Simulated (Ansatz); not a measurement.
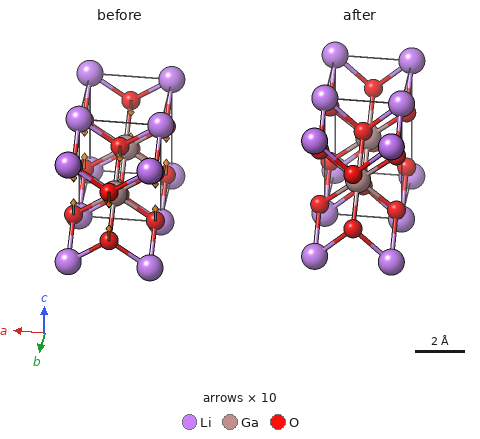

The structure of a crystal of LiGaO4 (a generated structure, set up in P4/mmm) (coarse preliminary run) before (left) and after (right) a relaxation, at one scale. The orange arrows give the displacements (the part carried along by the change of the cell is left out), 10 times their true length.

Style: ball-and-stick. Shown: the cell of the calculation, repeated 1 × 2 × 1 with one cell outlined, from a free direction.

All numbers below come from Ansatz, DFT PBE, scalar-relativistic, plane waves, PAW.

Input file:
```yaml
crystal:
  lattice:
    - [3.37294738, 0.0, 0.0]
    - [0.0, 3.37294738, 0.0]
    - [0.0, 0.0, 4.77006792]
  atoms:
    - { symbol: Li, position: [0.0, 0.0, 0.0] }
    - { symbol: Ga, position: [0.5, 0.5, 0.5] }
    - { symbol: O, position: [0.5, 0.0, 0.25] }
    - { symbol: O, position: [0.0, 0.5, 0.75] }
    - { symbol: O, position: [0.5, 0.0, 0.75] }
    - { symbol: O, position: [0.0, 0.5, 0.25] }
basis:
  ecutwfc: 420
kpoints:
  mp_grid: { grid: [6, 6, 4] }
hamiltonian:
  xc: pbe
scf:
  occupations: { method: gaussian, width: 0.1 }
  lower_state_search: "off"
output:
  forces: true
  stress: true
  eigenvalues: true
relax:
  adjacent_minimum: "off"
  f_tol: 0.04
  max_steps: 70
  cell: { stress_tol: 0.4 }
```

Command:
```bash
ansatz run input.yaml --threads 1 --pin off --max-ram 2048MiB --backend cpu --events-out ev --progress --plain --runs-dir out
```

Summarise the run.

The energy falls by 103 meV per atom in 10 accepted moves (13 points after the start). The largest force component goes from 0.22 to 0.0027 eV/Å. Pressure: 4.16 GPa at the start and 0.08 GPa at the end. The SCF was repeated 3 times at an unchanged geometry on a basis and grid sized afresh for the cell, which shifted the energy by 23.9 meV per atom at most. The largest moves relative to the cell, 0.082 Å, are those of O3, O4, O5 and O6. O3 goes along +c. Li and Ga stay in place. The drawn cell changes as follows: a = b 3.373 → 3.163 Å (−6.2 %), c 4.770 → 5.691 Å (+19.3 %); the volume changes by +4.9 %. Near-neighbour distances that change, for instance: Li1–O3 2.065 → 2.183 Å, Ga2–O3 2.066 → 2.074 Å. Bond angles that change, for instance: Li1–O3–Li1 109.5° → 92.9°, Ga2–O3–Ga2 109.5° → 99.4°, Li1–O3–Ga2 109.5° → 116.5°. The space group stays P4/mmm (No. 123). The run took 39 s on 1 thread of Arm Neoverse V1, on a shared host, peak memory 0.35 GiB.
